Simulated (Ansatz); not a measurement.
Input

```
crystal:
  lattice:
    - [0.0, 2.8018887551, 2.8018887551]
    - [2.8018887551, 0.0, 2.8018887551]
    - [2.8018887551, 2.8018887551, 0.0]
  atoms:
    - { symbol: Al, position: [0.5, 0.5, 0.5] }
    - { symbol: Ni, position: [0.25, 0.25, 0.25] }
    - { symbol: Ni, position: [0.0, 0.0, 0.0] }
    - { symbol: Ni, position: [0.75, 0.75, 0.75] }
basis:
  ecutwfc: 500
  fft_grid_basis: typed
kpoints:
  mp_grid: { grid: [10, 10, 10] }
hamiltonian:
  xc: pbesol
scf:
  occupations: { method: gaussian, width: 0.05 }
output:
  forces: true
  stress: true
  eigenvalues: true
  bader: true
  write_density: true
  volumetric_format: npy
  elf: true
```

Launched as:

```sh
ansatz run input.yaml --threads 1 --pin off --max-ram 2560MiB --backend cpu --events-out ev --progress --plain --runs-dir out
```

The picture shows the conventional cell (a = 5.60 Å, b = 5.60 Å, c = 5.60 Å, α = 90.00°, β = 90.00°, γ = 90.00°).

Space group Fm-3m; computed without spin polarisation. The cell comes from a database of computed structures, not from a measurement.

Level of theory: DFT PBEsol, scalar-relativistic, plane waves, PAW in Ansatz 0.2.0.

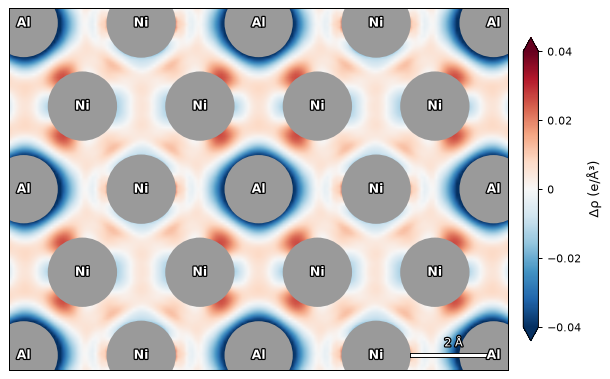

AlNi3. Bonding charge density, ρ(crystal) − Σ ρ(neutral atoms): a map on the (110) plane of the conventional cell, with grey discs over the atomic cores. Cores are masked to 0.8 Å (Al) and 0.8 Å (Ni).

In a PAW calculation such maps are meaningful between the atoms, not at the nuclei.

**Read the map: where is density gained and where lost?**

Al–Ni (2.43 Å): Δρ is +0.008 e/Å³ at the midpoint.
Ni–Ni (2.43 Å): Δρ is +0.011 e/Å³ at the midpoint.
Over the whole cell, outside the masked cores, the largest gain, 0.02 e/Å³, lies 1.0 Å from a nickel nucleus and 1.5 Å from an aluminium one, and the largest loss lies at the edge of the masked core of Al.
The rearranged charge, half the integral of |Δρ|, is about 0.07 e an atom.
Bader charges: Al +1.84 and Ni −0.81 to −0.22 e. Among metals such charges hang on how the charge between the atoms is shared out.
